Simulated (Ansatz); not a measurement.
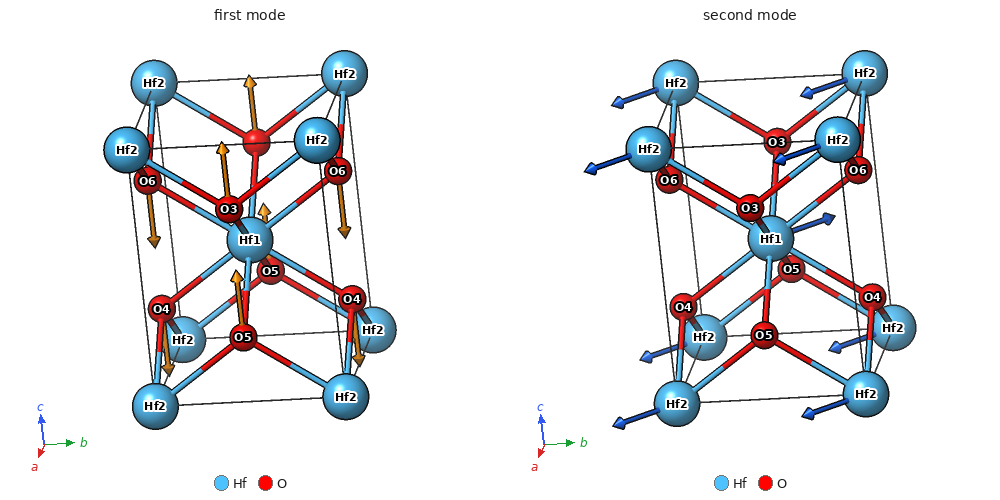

The system is HfO₂ (Fm-3m, No. 225; 6 atoms in the cell); the picture shows the reference structure; its two panels give the patterns of the first and the second mode as arrows. The energy is mapped over two normal modes frozen in (zone-centre modes of the 6-atom cell of this scan, which folds in the wave vector (0, 1/2, 1/2) of the primitive cell). First axis: amplitude of mode 1 (229i cm⁻¹), largest displacement. Second axis: amplitude of mode 5 (90 cm⁻¹), largest displacement. Nothing is relaxed (the cell and all other modes fixed). The scan uses an 11 × 11 grid; 36 points were computed and 85 follow by symmetry. Points are written as (first, second). Energies: eV per cell, counted from the relaxed high-symmetry cell. Level of theory: DFT PBE, scalar-relativistic, plane waves, PAW (Ansatz). Settings: cutoff 520 eV, k-mesh 6×6×6, gaussian smearing 0.05 eV, no spin polarisation.

Its coordinates:

```
CELL_PARAMETERS angstrom
0.00000 -2.54892 -2.54892
0.00000 2.54892 -2.54892
5.09784 0.00000 0.00000
ATOMIC_POSITIONS crystal
Hf 0.50000 0.50000 0.50000
Hf 0.00000 0.00000 0.00000
O 0.00000 0.50000 0.75000
O 0.50000 0.00000 0.25000
O 0.00000 0.50000 0.25000
O 0.50000 0.00000 0.75000
```

The input of one point:

```yaml
crystal:
  lattice:
    - [0.0, -2.5489194559, -2.5489194559]
    - [0.0, 2.5489194559, -2.5489194559]
    - [5.0978389119, 0.0, 0.0]
  atoms:
    - { symbol: Hf, position: [0.5, 0.5, 0.5] }
    - { symbol: Hf, position: [0.0, 0.0, 0.0] }
    - { symbol: O, position: [0.0, 0.5, 0.698095653] }
    - { symbol: O, position: [0.5, 0.0, 0.301904347] }
    - { symbol: O, position: [0.0, 0.5, 0.198095653] }
    - { symbol: O, position: [0.5, 0.0, 0.801904347] }
basis:
  ecutwfc: 520.0
kpoints:
  mp_grid: { grid: [6, 6, 6] }
hamiltonian:
  xc: pbe
  pseudopotentials: { kind: paw, azcp: { folder: soft_1 } }
scf:
  occupations: { method: gaussian, width: 0.05 }
output:
  forces: true
  stress: true
  eigenvalues: true
```

Range: amplitude of mode 1 (229i cm⁻¹), largest displacement from −0.441 to 0.441 Å; amplitude of mode 5 (90 cm⁻¹), largest displacement from −0.131 to 0.131 Å.

Q: What landscape does the calculation give?

A: The lowest grid point is at (−0.265 Å, 0.000 Å), −0.147 eV from the relaxed high-symmetry cell; the map holds 2 wells of about this depth. The bottom of the well lies between grid points, at about (−0.237 Å, 0.000 Å), about 0.0079 eV lower on the interpolated surface. The reference structure, at (0.000 Å, 0.000 Å), is a saddle of this map. No other kind of well shows on this grid. Relaxing all atoms from the lowest point lowers the energy by a further 0.007 eV. The highest grid point, (−0.441 Å, −0.131 Å), lies 0.840 eV above the lowest. On the interpolated surface the easiest way out of the lowest well to a well of about the same depth near (0.265 Å, 0.000 Å) passes a barrier of about 0.15 eV, counted from the interpolated bottom of the well. The reference (Fm-3m) is not the lowest structure on this map: a distortion lowers the energy (space group P4_2/nmc at the lowest grid point). The gap on the k-mesh is 4.4 eV at the lowest point and runs from 3.7 to 4.5 eV over the map.

| second ↓, first → | −0.441 | −0.353 | −0.265 | −0.176 | −0.088 | 0.000 | 0.088 | 0.176 | 0.265 | 0.353 | 0.441 |
| --- | --- | --- | --- | --- | --- | --- | --- | --- | --- | --- | --- |
| 0.131 | 0.693 | 0.243 | 0.041 | 0.014 | 0.066 | 0.098 | 0.066 | 0.014 | 0.041 | 0.243 | 0.693 |
| 0.105 | 0.578 | 0.153 | −0.028 | −0.038 | 0.025 | 0.061 | 0.025 | −0.038 | −0.028 | 0.153 | 0.578 |
| 0.079 | 0.490 | 0.084 | −0.081 | −0.078 | −0.006 | 0.034 | −0.006 | −0.078 | −0.081 | 0.084 | 0.490 |
| 0.052 | 0.427 | 0.035 | −0.118 | −0.105 | −0.027 | 0.015 | −0.027 | −0.105 | −0.118 | 0.035 | 0.427 |
| 0.026 | 0.390 | 0.006 | −0.140 | −0.122 | −0.040 | 0.004 | −0.040 | −0.122 | −0.140 | 0.006 | 0.390 |
| 0.000 | 0.378 | −0.003 | −0.147 | −0.127 | −0.044 | 0.000 | −0.044 | −0.127 | −0.147 | −0.003 | 0.378 |
| −0.026 | 0.390 | 0.006 | −0.140 | −0.122 | −0.040 | 0.004 | −0.040 | −0.122 | −0.140 | 0.006 | 0.390 |
| −0.052 | 0.427 | 0.035 | −0.118 | −0.105 | −0.027 | 0.015 | −0.027 | −0.105 | −0.118 | 0.035 | 0.427 |
| −0.079 | 0.490 | 0.084 | −0.081 | −0.078 | −0.006 | 0.034 | −0.006 | −0.078 | −0.081 | 0.084 | 0.490 |
| −0.105 | 0.578 | 0.153 | −0.028 | −0.038 | 0.025 | 0.061 | 0.025 | −0.038 | −0.028 | 0.153 | 0.578 |
| −0.131 | 0.693 | 0.243 | 0.041 | 0.014 | 0.066 | 0.098 | 0.066 | 0.014 | 0.041 | 0.243 | 0.693 |

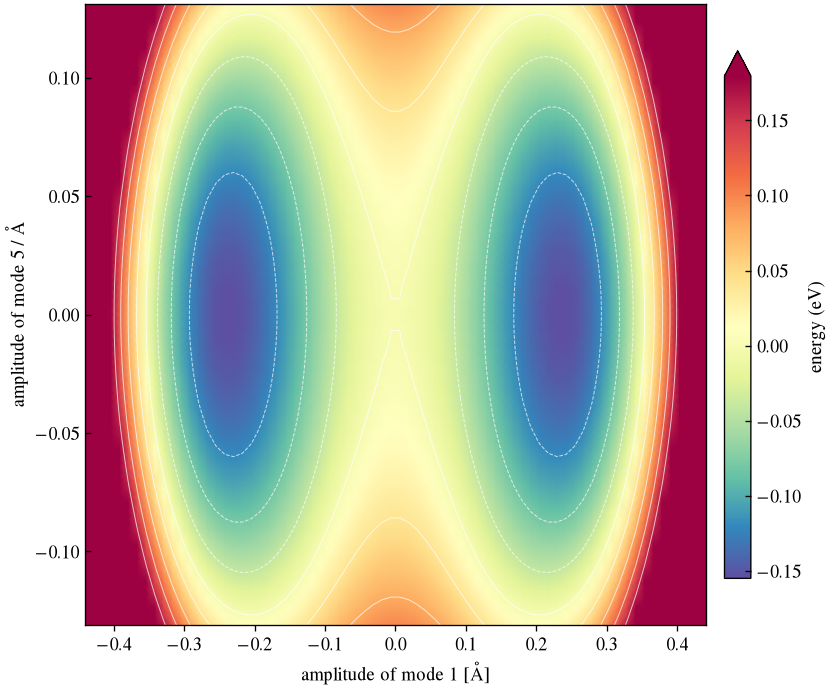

Drawn: a smooth colour map with a few white contour lines, one colour for all values above the top of the scale. Between grid points the surface is interpolated.

The whole map (36 points run) took 12 min on 2 threads of Arm Neoverse N1 (shared host).
